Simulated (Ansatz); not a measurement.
## Geometry relaxation of Zn₁₇O₁₈ (part 3 of 3)

The same run, continued: Zn₁₇O₁₈ (defect cell, 35 atoms in the cell); DFT PBEsol, scalar-relativistic, plane waves, PAW, spin-polarised (Ansatz 0.2.0); cutoff 420 eV, 2×2×2 k-mesh, Gaussian smearing of 0.02 eV, collinear spins. The structure derives from a Materials Project entry. It belongs to a series of runs on one base structure; here: V_Zn, charge +0, atoms relaxed at the host's cell.

Output, continued
```
  k-point 3 ↓: bands = ["-11.3485", "-11.1384", "-11.0488", "-11.0262", "-10.9230", "-10.8207", "-10.8097", "-10.7894", "-10.7380", "-10.7329", "-10.7060", "-10.6835", "-10.6479", "-10.6318", "-10.2011", "-10.1663", "-10.1506", "-10.0918", "0.4187", "0.4402", "0.4636", "0.4822", "0.4836", "0.5038", "0.5176", "0.5186", "0.5445", "0.6018", "0.6284", "0.6287", "0.6675", "0.6959", "0.7668", "0.8145", "0.8156", "0.8440", "0.8535", "0.8794", "0.8940", "0.9016",
      "0.9336", "0.9403", "0.9551", "0.9658", "0.9852", "1.0010", "1.0047", "1.0489", "1.0645", "1.1012", "1.1127", "1.1216", "1.1458", "1.1611", "1.1876", "1.2121", "1.2322", "1.2336", "1.2756", "1.3010", "1.3039", "1.3213", "1.3514", "1.3926", "1.4014", "1.4758", "1.5158", "1.5559", "1.6927", "1.7810", "1.8560", "1.8628", "1.8987", "1.9137", "1.9308", "1.9631", "1.9861", "1.9943", "2.0129", "2.0213",
      "2.0278", "2.0547", "2.0578", "2.0738", "2.0739", "2.0901", "2.1015", "2.1252", "2.1298", "2.1507", "2.1732", "2.1890", "2.1949", "2.2024", "2.2155", "2.2334", "2.2466", "2.2512", "2.2624", "2.3059", "2.3086", "2.4095", "2.4276", "2.5389", "2.5474", "2.6019", "2.7235", "2.8537", "2.8575", "2.9412", "3.0297", "3.1071", "3.1976", "3.2885", "3.3132", "3.5117", "3.6748", "3.8549", "3.9957", "4.0129",
      "4.0809", "4.1734", "4.2070", "4.2549", "4.2562", "4.3625", "4.4446", "4.5064", "4.5804", "4.6987", "4.7149", "4.7764", "4.9429", "5.0076", "5.0355", "5.0770", "5.2112", "5.2620", "5.2975", "5.3637", "5.3786", "5.4340", "5.4622", "5.5302", "5.5687", "5.6077", "5.6445", "5.8132", "5.8275", "5.8950", "5.9302", "5.9907", "6.1096", "6.2564", "6.2782", "6.4377", "6.5220", "9.1217", "10.4604", "10.8732",
      "10.9739", "11.4855", "12.2621", "12.5534", "12.6248", "12.7769", "12.8710", "12.9822", "13.2206", "13.2514", "13.3691", "13.3925", "13.6717", "14.3413", "14.4024", "14.7244", "14.7347", "14.7830", "14.9567", "15.1965", "15.2553", "15.2705", "15.3391", "15.3965", "15.4739", "15.4933", "15.7293", "16.0107", "16.2679", "16.3182", "16.6650", "16.7214"]
--- Relaxed structure (5 steps of the walk, 5 accepted, 0 SCFs on fresh bases) ---
  F+E_penalty+E_count = -65871.96322576 eV   max|allowed force component| = 8.450e-3 eV/Å
  atoms:
    - { symbol: Zn, position: [0.7192884979948596, 0.3924574852436093, 0.38855413827935154] }
    - { symbol: Zn, position: [0.05864752086569114, 0.7223404149053807, 0.7192967941319979] }
    - { symbol: Zn, position: [0.058621223748633544, 0.05309437101846318, 0.3885374349873064] }
    - { symbol: Zn, position: [0.3885551762967121, 0.39241561075519615, 0.7192726940127385] }
    - { symbol: Zn, position: [0.7193091704303405, 0.7223468433709545, 0.05865737701556101] }
    - { symbol: Zn, position: [0.7201640862443842, 0.05393999849095804, 0.7201518833636763] }
    - { symbol: Zn, position: [0.05279313490307774, 0.38658976842443027, 0.052788530144231405] }
    - { symbol: Zn, position: [0.38854537175941106, 0.053068208330895525, 0.058592702581624814] }
    - { symbol: Zn, position: [0.4429131334678161, 0.447907282389431, 0.11410028464959493] }
    - { symbol: Zn, position: [0.7772114499146725, 0.11104553399309067, 0.1118894204508748] }
    - { symbol: Zn, position: [0.1141177101094506, 0.44788490573737927, 0.44291053531407637] }
    - { symbol: Zn, position: [0.11408820056475028, 0.7767278749564432, 0.11406763047417473] }
    - { symbol: Zn, position: [0.44386467744674407, 0.10880992666374215, 0.44383102009813324] }
    - { symbol: Zn, position: [0.7772325414921751, 0.44570473660833265, 0.7772428156740867] }
    - { symbol: Zn, position: [0.7750314352186527, 0.7776532825641176, 0.44386162436057985] }
    - { symbol: Zn, position: [0.11191005705777773, 0.11103283935435063, 0.7772059679361017] }
    - { symbol: Zn, position: [0.4438817196106685, 0.7776556317358473, 0.7749982499865716] }
    - { symbol: O, position: [0.5301832771406958, 0.8639668548469462, 0.5301499216823387] }
    - { symbol: O, position: [0.8489337623020132, 0.5153768062661092, 0.5146634805756897] }
    - { symbol: O, position: [0.1816157486501921, 0.848457501034083, 0.8489044029709216] }
    - { symbol: O, position: [0.1815978752045841, 0.1827149279127785, 0.514631010565827] }
    - { symbol: O, position: [0.5146531751387725, 0.515381095230408, 0.848914279797459] }
    - { symbol: O, position: [0.8489319788417864, 0.8484749152938689, 0.18158694652922985] }
    - { symbol: O, position: [0.848523793685643, 0.18232504307004682, 0.8485013231194755] }
    - { symbol: O, position: [0.17950387012825658, 0.5133307369433101, 0.17950033381677213] }
    - { symbol: O, position: [0.5146337372869981, 0.18273054115917828, 0.18155603518663754] }
    - { symbol: O, position: [0.5869042978118679, 0.556994356051542, 0.22318973300774622] }
    - { symbol: O, position: [0.9036511557391586, 0.2374663329775831, 0.23901225854387362] }
    - { symbol: O, position: [0.22319477571849813, 0.5569807014922475, 0.5869002160327166] }
    - { symbol: O, position: [0.22318445256086059, 0.9207116259416337, 0.2231732896057079] }
    - { symbol: O, position: [0.5714193264296837, 0.24104028868057617, 0.5713947908016466] }
    - { symbol: O, position: [0.903661730720921, 0.5728232726011064, 0.9036568452453562] }
    - { symbol: O, position: [0.907277783179748, 0.9052083677018147, 0.5714191496770894] }
    - { symbol: O, position: [0.23901152982048463, 0.2374598445996247, 0.9036480827661272] }
    - { symbol: O, position: [0.5714414776140198, 0.9052022055545221, 0.9072568136147052] }
--- Löwdin populations: 35 sites ---
  site symbol       q [e]    m [muB]
     0     Zn     10.5401     0.0124
     1     Zn     10.5401     0.0124
     2     Zn     10.5401     0.0124
     3     Zn     10.5401     0.0124
     4     Zn     10.5401     0.0124
     5     Zn     10.5714     0.0001
     6     Zn     10.5651     0.0050
     7     Zn     10.5401     0.0124
     8     Zn     10.5443     0.0113
     9     Zn     10.5702     0.0016
    10     Zn     10.5443     0.0113
    11     Zn     10.5443     0.0113
    12     Zn     10.5497     0.0053
    13     Zn     10.5701     0.0016
    14     Zn     10.5498     0.0053
    15     Zn     10.5702     0.0016
    16     Zn     10.5498     0.0053
    17      O      7.1725     0.0976
    18      O      7.2183     0.0170
    19      O      7.2183     0.0170
    20      O      7.2183     0.0170
    21      O      7.2183     0.0170
    22      O      7.2183     0.0170
    23      O      7.2250     0.0035
    24      O      7.2065     0.0343
    25      O      7.2183     0.0170
    26      O      7.1409     0.1636
    27      O      7.2012     0.0580
    28      O      7.1409     0.1637
    29      O      7.1409     0.1638
    30      O      7.2158     0.0236
    31      O      7.2012     0.0579
    32      O      7.2158     0.0236
    33      O      7.2012     0.0580
    34      O      7.2158     0.0236
  spilling = 0.009751 (of n_electrons = 312.000000)
```

File populations.tsv
```
# site	symbol	l	j	q_up	q_dn
# orbitals = lowdin
# n_electrons = 312.000000
# spilling = 0.009751
0	Zn	0_4S	-	0.295879	0.299599
0	Zn	2_3D	-	4.980370	4.964293
1	Zn	0_4S	-	0.295871	0.299590
1	Zn	2_3D	-	4.980371	4.964295
2	Zn	0_4S	-	0.295869	0.299590
2	Zn	2_3D	-	4.980370	4.964288
3	Zn	0_4S	-	0.295879	0.299600
3	Zn	2_3D	-	4.980371	4.964290
4	Zn	0_4S	-	0.295874	0.299594
4	Zn	2_3D	-	4.980371	4.964298
5	Zn	0_4S	-	0.303124	0.304430
5	Zn	2_3D	-	4.982638	4.981255
6	Zn	0_4S	-	0.301230	0.304466
6	Zn	2_3D	-	4.983853	4.975584
7	Zn	0_4S	-	0.295873	0.299594
7	Zn	2_3D	-	4.980368	4.964283
8	Zn	0_4S	-	0.296644	0.299867
8	Zn	2_3D	-	4.981178	4.966641
9	Zn	0_4S	-	0.302284	0.303860
9	Zn	2_3D	-	4.983623	4.980402
10	Zn	0_4S	-	0.296643	0.299867
10	Zn	2_3D	-	4.981178	4.966639
11	Zn	0_4S	-	0.296637	0.299861
11	Zn	2_3D	-	4.981178	4.966637
12	Zn	0_4S	-	0.298288	0.300442
12	Zn	2_3D	-	4.979248	4.971756
13	Zn	0_4S	-	0.302276	0.303852
13	Zn	2_3D	-	4.983619	4.980397
14	Zn	0_4S	-	0.298297	0.300451
14	Zn	2_3D	-	4.979253	4.971763
15	Zn	0_4S	-	0.302281	0.303857
15	Zn	2_3D	-	4.983622	4.980401
16	Zn	0_4S	-	0.298293	0.300447
16	Zn	2_3D	-	4.979251	4.971760
17	O	0_2S	-	0.935487	0.934624
17	O	1_2P	-	2.699587	2.602835
18	O	0_2S	-	0.934730	0.934884
18	O	1_2P	-	2.682936	2.665782
19	O	0_2S	-	0.934726	0.934881
19	O	1_2P	-	2.682941	2.665797
20	O	0_2S	-	0.934725	0.934880
20	O	1_2P	-	2.682944	2.665798
21	O	0_2S	-	0.934732	0.934886
21	O	1_2P	-	2.682929	2.665779
22	O	0_2S	-	0.934725	0.934879
22	O	1_2P	-	2.682944	2.665798
23	O	0_2S	-	0.935789	0.935974
23	O	1_2P	-	2.678446	2.674797
24	O	0_2S	-	0.933385	0.933335
24	O	1_2P	-	2.687011	2.652805
25	O	0_2S	-	0.934731	0.934885
25	O	1_2P	-	2.682932	2.665784
26	O	0_2S	-	0.937991	0.936586
26	O	1_2P	-	2.714294	2.552052
27	O	0_2S	-	0.937086	0.936895
27	O	1_2P	-	2.692474	2.634710
28	O	0_2S	-	0.937996	0.936590
28	O	1_2P	-	2.714307	2.552015
29	O	0_2S	-	0.938002	0.936596
29	O	1_2P	-	2.714316	2.551957
30	O	0_2S	-	0.935063	0.935126
30	O	1_2P	-	2.684614	2.660955
31	O	0_2S	-	0.937081	0.936890
31	O	1_2P	-	2.692479	2.634739
32	O	0_2S	-	0.935058	0.935121
32	O	1_2P	-	2.684626	2.660977
33	O	0_2S	-	0.937082	0.936891
33	O	1_2P	-	2.692483	2.634719
34	O	0_2S	-	0.935056	0.935119
34	O	1_2P	-	2.684627	2.660981
```

Trajectory as extended XYZ (Å, eV, eV/Å), 3 of the 5 frames kept, from step=1 to step=5
```
35
Lattice="-4.8458 2.7977 5.2139 0.0000 -5.5954 5.2139 4.8458 2.7977 5.2139" Properties=species:S:1:pos:R:3:forces:R:3 step=1 energy=-65871.50138
Zn   -1.6153    0.9326    7.8242    0.1978  -0.8307  -0.1818
Zn    3.2305   -1.8651    7.8242   -0.7217   0.2100  -0.1386
Zn    1.6153    0.9326    2.6103   -0.4827   0.4779  -0.0992
Zn    1.6153    0.9326    7.8242   -0.1752  -0.6288  -0.1295
Zn   -3.2305   -1.8651    7.8242    0.8119   0.2379  -0.1457
Zn    0.0000    3.7303    7.8242   -0.0007  -0.0044  -0.0817
Zn    0.0000   -1.8651    2.6103   -0.0090   0.0088   0.0940
Zn   -1.6153    0.9326    2.6103    0.5162   0.4920  -0.1090
Zn   -1.6153   -0.9326    5.2173    0.2561  -0.1209   0.5310
Zn   -3.2305    1.8651    5.2173    0.1048   0.0605  -0.0401
Zn    1.6153   -0.9326    5.2173   -0.2495  -0.1198   0.5831
Zn    0.0000   -3.7303    5.2173    0.0132   0.2765   0.5261
Zn    0.0000    1.8651    5.2173   -0.0031   0.1117  -0.2131
Zn    0.0000    1.8651   10.4312   -0.0045  -0.0819  -0.0233
Zn   -1.6153   -0.9326   10.4312    0.3488  -0.2374  -0.3160
Zn    3.2305    1.8651    5.2173   -0.0931   0.0405  -0.0187
Zn    1.6153   -0.9326   10.4312   -0.6411  -0.3895  -0.4104
O    -0.0500   -1.9244    9.8461    0.4721   0.7054   0.6882
O    -1.6153    0.9326    9.8005    0.0210   0.0636  -0.0577
O     3.2305   -1.8651    9.8005    0.0168  -0.0599  -0.0584
O     1.6153    0.9326    4.5866    0.1119  -0.0633  -0.0538
O     1.6153    0.9326    9.8005   -0.0553   0.0383  -0.0297
O    -3.2305   -1.8651    9.8005   -0.1350  -0.0549  -0.0761
O     0.0000    3.7303    9.8005   -0.0024  -0.0060   0.0102
O     0.0000   -1.8651    4.5866    0.0284  -0.0241  -0.4290
O    -1.6153    0.9326    4.5866   -0.1486  -0.1317  -0.0447
O    -1.5865   -0.9526    7.1591   -1.0299   0.6280   0.1073
O    -3.2305    1.8651    7.1935    0.0246  -0.0626   0.0029
O     1.6302   -0.9092    7.1682    0.8463   0.3274  -0.0836
O     0.0039   -3.7660    7.1601   -0.0374  -0.8638  -0.0391
O     0.0000    1.8651    7.1935   -0.0013   0.0668   0.1156
O     0.0000    1.8651   12.4075    0.0419   0.0074  -0.0068
O    -1.6153   -0.9326   12.4075    0.0684  -0.0108   0.0903
O     3.2305    1.8651    7.1935    0.0078  -0.0056   0.0001
O     1.6153   -0.9326   12.4075   -0.0975  -0.0566   0.0373
35
Lattice="-4.8458 2.7977 5.2139 0.0000 -5.5954 5.2139 4.8458 2.7977 5.2139" Properties=species:S:1:pos:R:3:forces:R:3 step=3 energy=-65871.95837
Zn   -1.6025    0.9043    7.8227    0.0336   0.0217   0.0060
Zn    3.2025   -1.8649    7.8236   -0.0030  -0.0335   0.0012
Zn    1.6001    0.9523    2.6099    0.0221   0.0214  -0.0057
Zn    1.6035    0.9052    7.8231   -0.0337   0.0144   0.0041
Zn   -3.2006   -1.8648    7.8235   -0.0032  -0.0380   0.0032
Zn    0.0008    3.7292    7.8204   -0.0037  -0.0051  -0.0741
Zn    0.0008   -1.8681    2.5696   -0.0007   0.0014  -0.0503
Zn   -1.5995    0.9518    2.6098   -0.0232   0.0207  -0.0034
Zn   -1.5948   -0.9472    5.2363    0.0027  -0.0048  -0.0187
Zn   -3.2217    1.8680    5.2216    0.0017   0.0009  -0.0125
Zn    1.5938   -0.9468    5.2357    0.0009  -0.0033  -0.0159
Zn   -0.0006   -3.7081    5.2340   -0.0017  -0.0051  -0.0038
Zn   -0.0009    1.8746    5.2041   -0.0008   0.0384  -0.0574
Zn   -0.0007    1.8514   10.4371    0.0000  -0.0073  -0.0204
Zn   -1.6061   -0.9406   10.4184    0.0303  -0.0168  -0.0564
Zn    3.2201    1.8680    5.2220   -0.0014   0.0033  -0.0154
Zn    1.6046   -0.9406   10.4176   -0.0352  -0.0207  -0.0519
O    -0.0010   -1.8672   10.0098    0.0027  -0.0013   0.0121
O    -1.6194    0.9314    9.7936    0.0045  -0.0072   0.0075
O     3.2322   -1.8650    9.7943   -0.0057  -0.0032   0.0018
O     1.6133    0.9266    4.5801   -0.0006   0.0067   0.0058
O     1.6183    0.9312    9.7941   -0.0031  -0.0024   0.0039
O    -3.2343   -1.8654    9.7942    0.0157   0.0001   0.0019
O    -0.0010    3.7269    9.8097    0.0034   0.0066   0.0092
O    -0.0002   -1.8677    4.5441   -0.0020   0.0045   0.0671
O    -1.6151    0.9257    4.5802    0.0041   0.0111   0.0055
O    -1.7703   -0.8449    7.1225    0.0352  -0.0207  -0.0022
O    -3.2183    1.8686    7.1971   -0.0196  -0.0129   0.0086
O     1.7729   -0.8437    7.1215   -0.0353  -0.0208   0.0023
O     0.0000   -3.9183    7.1199    0.0020   0.0443   0.0040
O     0.0005    1.8582    7.2062   -0.0012  -0.0415   0.0788
O     0.0008    1.8487   12.4120    0.0000   0.0240   0.0096
O    -1.6202   -0.9316   12.4211   -0.0328   0.0163   0.0735
O     3.2197    1.8681    7.1970    0.0173  -0.0092   0.0109
O     1.6211   -0.9318   12.4209    0.0307   0.0180   0.0711
35
Lattice="-4.8458 2.7977 5.2139 0.0000 -5.5954 5.2139 4.8458 2.7977 5.2139" Properties=species:S:1:pos:R:3:forces:R:3 step=5 energy=-65871.96323
Zn   -1.6027    0.9035    7.8225   -0.0040  -0.0016  -0.0010
Zn    3.2014   -1.8653    7.8224   -0.0010   0.0048  -0.0006
Zn    1.5987    0.9539    2.6083   -0.0051  -0.0018  -0.0006
Zn    1.6026    0.9037    7.8222    0.0039  -0.0026   0.0005
Zn   -3.2014   -1.8653    7.8225    0.0002   0.0043  -0.0010
Zn   -0.0001    3.7278    7.7910   -0.0004  -0.0010   0.0011
Zn    0.0000   -1.8677    2.5661    0.0000   0.0001   0.0011
Zn   -1.5989    0.9540    2.6080    0.0051  -0.0023   0.0010
Zn   -1.5934   -0.9479    5.2396   -0.0013   0.0002  -0.0035
Zn   -3.2240    1.8661    5.2147    0.0008   0.0004   0.0004
Zn    1.5933   -0.9477    5.2396    0.0012  -0.0004  -0.0033
Zn   -0.0001   -3.7078    5.2394    0.0000  -0.0006  -0.0016
Zn   -0.0002    1.8747    5.1957   -0.0004   0.0020  -0.0001
Zn    0.0001    1.8551   10.4288   -0.0001  -0.0015  -0.0004
Zn   -1.6048   -0.9412   10.4099    0.0013  -0.0007   0.0003
Zn    3.2239    1.8662    5.2147   -0.0006   0.0005  -0.0002
Zn    1.6045   -0.9412   10.4098   -0.0018  -0.0005   0.0000
O    -0.0002   -1.8678   10.0332    0.0002   0.0001   0.0074
O    -1.6198    0.9312    9.7969   -0.0021  -0.0014  -0.0010
O     3.2335   -1.8644    9.7969    0.0005   0.0014  -0.0016
O     1.6138    0.9255    4.5828   -0.0012  -0.0011  -0.0011
O     1.6198    0.9311    9.7967    0.0017  -0.0008  -0.0013
O    -3.2338   -1.8645    9.7970    0.0004   0.0019  -0.0018
O    -0.0001    3.7276    9.7988    0.0002   0.0008  -0.0084
O     0.0000   -1.8679    4.5483    0.0000   0.0008   0.0031
O    -1.6140    0.9253    4.5826    0.0015  -0.0004  -0.0012
O    -1.7625   -0.8502    7.1279   -0.0007   0.0003   0.0034
O    -3.2207    1.8681    7.1959    0.0015   0.0005   0.0021
O     1.7624   -0.8501    7.1278    0.0009   0.0003   0.0039
O    -0.0001   -3.9030    7.1278    0.0003  -0.0010   0.0031
O    -0.0001    1.8485    7.2153    0.0001   0.0033  -0.0003
O     0.0000    1.8512   12.4099    0.0002  -0.0013   0.0028
O    -1.6275   -0.9281   12.4295    0.0028  -0.0017  -0.0015
O     3.2207    1.8681    7.1959   -0.0016   0.0007   0.0021
O     1.6273   -0.9280   12.4295   -0.0027  -0.0016  -0.0017
```

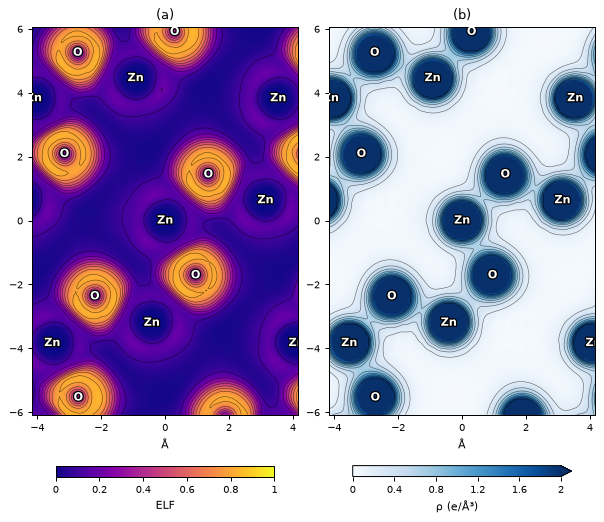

Figure 1. (a) ELF; (b) valence pseudo-density on the (101̄) plane of the calculation cell. Zn–O (1.89 Å): the density is about 0.72 e/Å³ at the midpoint; the ELF is about 0.30 at the midpoint; a polar contact without a shared pair, in a metal. Zn–O (1.97 Å): ρ is about 0.61 e/Å³ halfway; the ELF is about 0.25 at the midpoint (a polar contact without a shared pair, in a metal). Zn–O (1.99 Å): ρ at the midpoint is about 0.59 e/Å³; the ELF is about 0.25 at the midpoint; a polar contact without a shared pair, in a metal. The density dies away to nearly zero in the voids. Core electrons are frozen (PAW), so the fields are smoothed inside the atomic spheres.

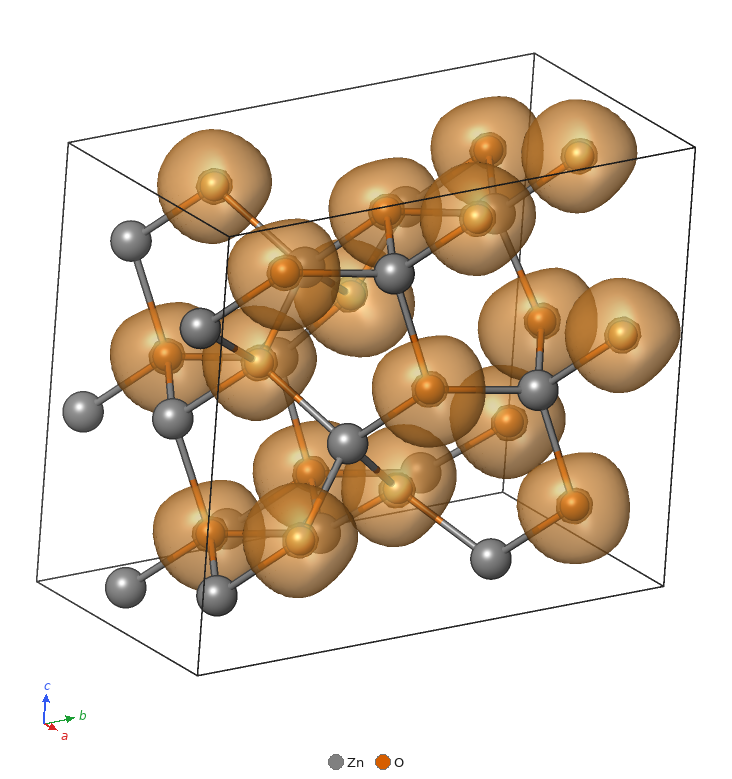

Figure 2. Isosurface of the ELF at 0.6 (orange), seen at an oblique angle. Core shells and regions of very low density are left out. Sticks mark near contacts. The outline is the calculation cell. Profiles from the grid: Zn–O (1.89 Å): the ELF is about 0.30 at the midpoint; a polar contact without a shared pair, in a metal. Zn–O (1.96 Å): the ELF is about 0.25 at the midpoint; no shared pair; the contact is polar.

Results in brief

```tsv
quantity	value
outcome	converged
electrons treated	312
free energy	−65871.9632 eV
Fermi energy	6.442 eV
gap on the k-point mesh	none (metallic)
net moment of the cell	1.07 μB
integrated absolute moment	1.23 μB
final volume	424.11 Å³
largest force (length of the vector) at the end	0.008 eV/Å
wall time	2 min (CPU time 15 min)
peak memory	3.2 GiB
```
